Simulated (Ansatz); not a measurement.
## What a change does: single-point calculation on KI

System: KI (Pm-3m, 2 atoms in the cell).
Method of run 1: DFT PBE, scalar-relativistic, plane waves, PAW, no spin polarisation (Ansatz 0.2.0).

The structure derives from a Materials Project entry. Text and figures count atoms from 1; the logs count them from 0 in places.

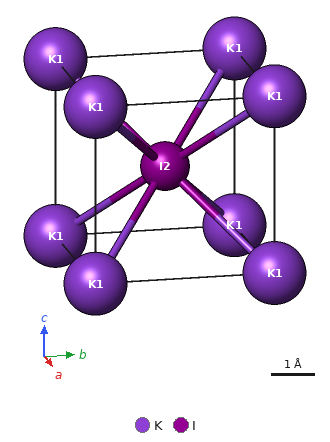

Figure 1. The input geometry (ball-and-stick view of the cell of the calculation, seen slightly off an axis; atoms are numbered from 1 in the order of the input). Near neighbours in the crystal (not all of them lie inside the picture): K has 8 I at 3.72 Å; I has 8 K at 3.72 Å.

**Input file, run 1**
```yaml
crystal:
  lattice:
    - [4.29119666, 0.0, 0.0]
    - [0.0, 4.29119666, 0.0]
    - [0.0, 0.0, 4.29119666]
  atoms:
    - { symbol: K, position: [0.0, 0.0, 0.0] }
    - { symbol: I, position: [0.5, 0.5, 0.5] }
basis:
  ecutwfc: 500
  fft_grid_basis: typed
kpoints:
  mp_grid: { grid: [8, 8, 8] }
hamiltonian:
  xc: pbe
scf:
  occupations: { method: gaussian, width: 0.05 }
output:
  forces: true
  stress: true
  eigenvalues: true
  bader: true
  write_density: true
  volumetric_format: npy
  elf: true
```

Launched with:
```bash
ansatz run input.yaml --threads 1 --pin off --max-ram 2560MiB --backend cpu --events-out ev --progress --plain --runs-dir out
```

Hardware: 1 thread of Arm Neoverse V2, 24 GiB of memory available, shared host.

**Output, shortened to warnings, some set-up lines, iterations and results (run 1)**
```
Basis set: ecut = 500 eV, 2007 PW (Γ), exchange–correlation on 64×64×64 points (8 copies of the dense FFT grid, shifted against one another)
Symmetry: 48 space group operations
k-points: 35 of 512
Initial density: superposition of atomic densities (neutral atoms: chi_scale 0, normalization atom), corrected by the library's trained network
[...]
SCF iter   1: F=—  HF=-9053.555473 eV  |F-HF|=—  |Δ(HF+E_count)|=         —  Δρ=4.97e-4  dr2=2.08e-4  ethr=1.77e-3  ⟨swp⟩=7.5  Hψ=3534  notcnv=0
SCF iter   2: F=—  HF=-9053.554929 eV  |F-HF|=—  |Δ(HF+E_count)|=   5.44e-4  Δρ=3.75e-4  dr2=2.32e-4  ethr=7.99e-7  ⟨swp⟩=3.2  Hψ=1585  notcnv=0
SCF iter   3: F=—  HF=-9053.554944 eV  |F-HF|=—  |Δ(HF+E_count)|=   1.52e-5  Δρ=1.75e-4  dr2=4.01e-5  ethr=7.99e-7  ⟨swp⟩=3.0  Hψ=910  notcnv=0
SCF iter   4: F=—  HF=-9053.555019 eV  |F-HF|=—  |Δ(HF+E_count)|=   7.43e-5  Δρ=9.03e-5  dr2=9.14e-6  ethr=1.54e-7  ⟨swp⟩=3.3  Hψ=1239  notcnv=0
SCF iter   5: F=—  HF=-9053.555015 eV  |F-HF|=—  |Δ(HF+E_count)|=   3.55e-6  Δρ=1.38e-5  dr2=1.59e-7  ethr=3.52e-8  ⟨swp⟩=2.0  Hψ=1050  notcnv=0
SCF iter   6: F=-9053.555015 eV  HF=-9053.555015 eV  |F-HF|=1.95e-10  |Δ(HF+E_count)|=   2.60e-8  Δρ=2.85e-6  dr2=6.57e-9  ethr=3.85e-10  ⟨swp⟩=6.8  Hψ=2895  notcnv=0
SCF 1 converged in 6 iterations: F = -9053.555015 eV  dr2 = 6.57e-9
SCF converged after 6 iterations
Free energy (F): -9053.555015 eV
Harris-Foulkes:  -9053.555015 eV  (|F-HF|=1.95e-10)
Internal energy: -9053.555015 eV  (E = F + TS)
E sigma→0 (E₀):  -9053.555015 eV
Fermi energy:    5.542216 eV
--- Per-component energies (eV) ---
  E_band       = -495.991654
  E_kinetic    = 443.004139
  E_local      = -2646.254214  (includes V_loc(G=0)·N_el)
  E_nonlocal   = -77.615308
  E_hartree    = 1262.770378
  E_xc         = -263.552791
  E_vxc        = -293.915449  (∫ρ·V_xc dr)
  E_paw        = -5598.817266  (= ΣΔE_a)
  E_vpaw       = -446.747789  (= ΣTr[D̂ρ^β])
  E_aug_tail   = -0.000029  (compensation charges beyond the density's cutoff)
  E_ewald      = -2173.089925
  E_smearing   = -0.000000  (= −TS)
  E_closure    = -0.000000  (closes the sum)
  Σ components = -9053.555015   (vs F -9053.555015, Δ=0.00e0)
--- Forces (eV/Å), atoms counted from 1 ---
  atom   1  K     -0.00000000     0.00000000    -0.00000000
  atom   2  I     -0.00000000    -0.00000000    -0.00000000
  max |Σ_I F_I| component: 8.09e-30 eV/Å
--- Stress (GPa, compression-positive) ---
        0.474439      -0.000000       0.000000
       -0.000000       0.474439       0.000000
        0.000000       0.000000       0.474439
  P = ⅓ Tr σ = 0.4744 GPa (4.744 kbar)
--- Bader charges: 2 sites ---
  site symbol  charge [e]  shift [e]
     0      K      0.8218     0.0000
     1      I     -0.8218     0.0000
  estimated error of the sums over rays = 5.3e-5 e
```

The input of run 2 differs as follows (lines with − go, lines with + come):
```diff
-  xc: pbe
+  xc: r2scan
-  elf: true
```

How does run 2 compare with run 1?

The total energies belong to different methods, so their difference says nothing on which is more stable or more accurate. The gap on the mesh goes from 3.33 to 4.04 eV. The pressure goes from 0.47 to 0.01 GPa. The functional changes from PBE to r2SCAN. The number of SCF iterations is the same.

**Output, shortened to warnings, some set-up lines, iterations and results (run 2)**
```
Basis set: ecut = 500 eV, 2007 PW (Γ), exchange–correlation on 128×128×128 points (64 copies of the dense FFT grid, shifted against one another)
Symmetry: 48 space group operations
k-points: 35 of 512
Initial density: superposition of atomic densities (neutral atoms: chi_scale 0, normalization atom), corrected by the library's trained network
[...]
SCF iter   1: F=—  HF=-9073.790298 eV  |F-HF|=—  |Δ(HF+E_count)|=         —  Δρ=2.64e-3  dr2=3.40e-3  dr2_τ=6.19e-4  ethr=1.77e-3  ⟨swp⟩=6.9  Hψ=3527  notcnv=0
SCF iter   2: F=—  HF=-9073.801831 eV  |F-HF|=—  |Δ(HF+E_count)|=   1.15e-2  Δρ=1.21e-3  dr2=6.69e-4  dr2_τ=3.74e-5  ethr=1.31e-5  ⟨swp⟩=2.5  Hψ=1383  notcnv=0
SCF iter   3: F=—  HF=-9073.801910 eV  |F-HF|=—  |Δ(HF+E_count)|=   7.86e-5  Δρ=2.12e-4  dr2=3.70e-5  dr2_τ=2.90e-6  ethr=2.57e-6  ⟨swp⟩=2.0  Hψ=1049  notcnv=0
SCF iter   4: F=—  HF=-9073.801926 eV  |F-HF|=—  |Δ(HF+E_count)|=   1.68e-5  Δρ=1.11e-4  dr2=1.25e-5  dr2_τ=9.77e-7  ethr=1.42e-7  ⟨swp⟩=2.1  Hψ=1055  notcnv=0
SCF iter   5: F=—  HF=-9073.801921 eV  |F-HF|=—  |Δ(HF+E_count)|=   5.78e-6  Δρ=3.29e-5  dr2=1.06e-6  dr2_τ=3.71e-8  ethr=4.80e-8  ⟨swp⟩=2.0  Hψ=1050  notcnv=0
SCF iter   6: F=-9073.801920 eV  HF=-9073.801921 eV  |F-HF|=4.26e-8  |Δ(HF+E_count)|=   1.37e-7  Δρ=8.47e-6  dr2=6.19e-8  dr2_τ=2.66e-9  ethr=3.85e-10  ⟨swp⟩=5.3  Hψ=3371  …
SCF 1 converged in 6 iterations: F = -9073.801920 eV  dr2 = 6.19e-8
SCF converged after 6 iterations
Free energy (F): -9073.801920 eV
Harris-Foulkes:  -9073.801921 eV  (|F-HF|=4.26e-8)
Internal energy: -9073.801920 eV  (E = F + TS)
E sigma→0 (E₀):  -9073.801920 eV
Fermi energy:    5.589585 eV
--- Per-component energies (eV) ---
  E_band       = -517.624057
  E_kinetic    = 442.673249
  E_local      = -2644.748528  (includes V_loc(G=0)·N_el)
  E_nonlocal   = -77.535378
  E_hartree    = 1261.534683
  E_xc         = -255.186841
  E_vxc        = -326.458575  (∫ρ·V_xc dr)
  E_paw        = -5627.326021  (= ΣΔE_a)
  E_vpaw       = -454.050629  (= ΣTr[D̂ρ^β])
  E_aug_tail   = -0.000029  (compensation charges beyond the density's cutoff)
  E_vtau       = 19.440141  (kinetic-family band-sum trace: ∫τ·v_τ [+ j·A + Jᵃ·Aᵃ] dr)
  E_ewald      = -2173.089925
  E_core_change = -0.123132  (= ΣΔE_core)
  E_smearing   = -0.000000  (= −TS)
  E_closure    = 0.000000  (closes the sum)
  Σ components = -9073.801920   (vs F -9073.801920, Δ=0.00e0)
--- Forces (eV/Å), atoms counted from 1 ---
  atom   1  K     -0.00000000     0.00000000     0.00000000
  atom   2  I      0.00000000     0.00000000     0.00000000
  max |Σ_I F_I| component: 4.19e-29 eV/Å
--- Stress (GPa, compression-positive) ---
        0.012771      -0.000000       0.000000
        0.000000       0.012771       0.000000
        0.000000       0.000000       0.012771
  P = ⅓ Tr σ = 0.0128 GPa (0.128 kbar)
--- Bader charges: 2 sites ---
  site symbol  charge [e]  shift [e]
     0      K      0.8415     0.0000
     1      I     -0.8415     0.0000
  estimated error of the sums over rays = 5.7e-5 e
```

**The two runs side by side**

| quantity | run 1 | run 2 |
| --- | --- | --- |
| outcome | converged | converged |
| free energy per atom (eV) | −4526.7775 | −4536.9010 |
| gap on the mesh (eV) | 3.33 | 4.04 |
| pressure (GPa) | 0.47 | 0.01 |
| largest force (eV/Å) | 0.000 | 0.000 |
| SCF iterations | 6 | 6 |
| irreducible k-points | 35 | 35 |
| plane waves at Γ | 2007 | 2007 |
| wall time (shared host) | 7.8 s | 10 s |
